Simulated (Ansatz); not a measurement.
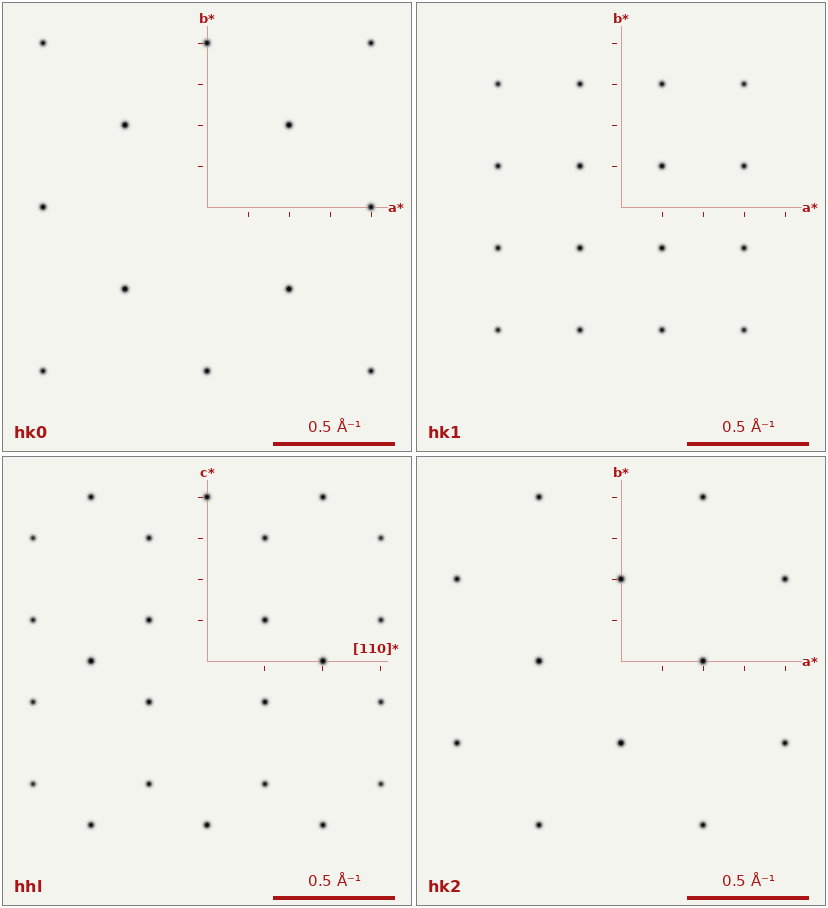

Simulated precession-type sections (X-rays; kinematic intensities, B = 0.5 Å²). The ticks mark integer indices of the conventional cell.

The compound is W. Structure: the input geometry of an electronic-structure calculation (not necessarily at equilibrium); the starting structure was generated, so it need not be a known form of this composition.

> What cell do the layers give?

a* = 0.171, b* = 0.171, c* = 0.171 Å⁻¹; the cell is cubic with a = 5.86 Å.

> List the systematic absences.

Reflections are present only under these conditions. hkl: h + k = 2n, h + l = 2n; hk0: h = 2n, h + k = 4n; hhl: h + l = 2n; h00: h = 4n. The lattice is face-centred (F). Further gaps, such as 2 2 2, 4 4 2, come from atoms on special positions, not from the group's general conditions.

> Which space groups fit?

The intensities have Laue symmetry m-3m (the hk0 layer shows 4mm, hk1 shows 4mm). With these conditions only Fd-3m (No. 227) fits.
